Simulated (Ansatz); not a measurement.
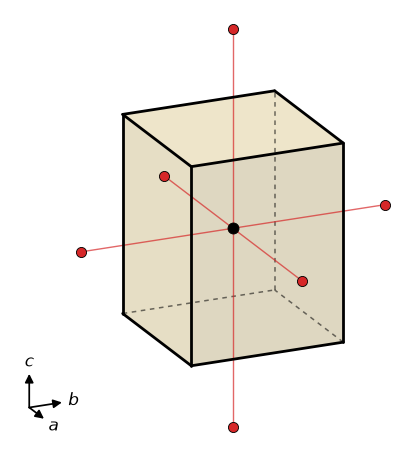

For SnO, a calculation's input that goes back to an entry of the Crystallography Open Database (an earlier step may have relaxed or displaced it): the Wigner–Seitz cell of the crystal's lattice, with lines to the lattice points that define its faces. All values are computed from the atomic coordinates in the standard setting (tolerance 0.002 Å).

a = 3.802 Å, b = 3.802 Å, c = 4.836 Å, α = 90.00°, β = 90.00°, γ = 90.00°; space group P4/nmm, No. 129, origin choice 1.

**What is the cell's combinatorial type?**

A parallelepiped: 6 faces (6 with 4 edges), 12 edges, 8 vertices. Its volume is that of the primitive cell, 69.9 Å³.

**Which lattice vectors do the faces bisect?**

```tsv
example	length (Å)	faces	edges of each	area (Å²)
a	3.80	4	4	18.4
c	4.84	2	4	14.5
```
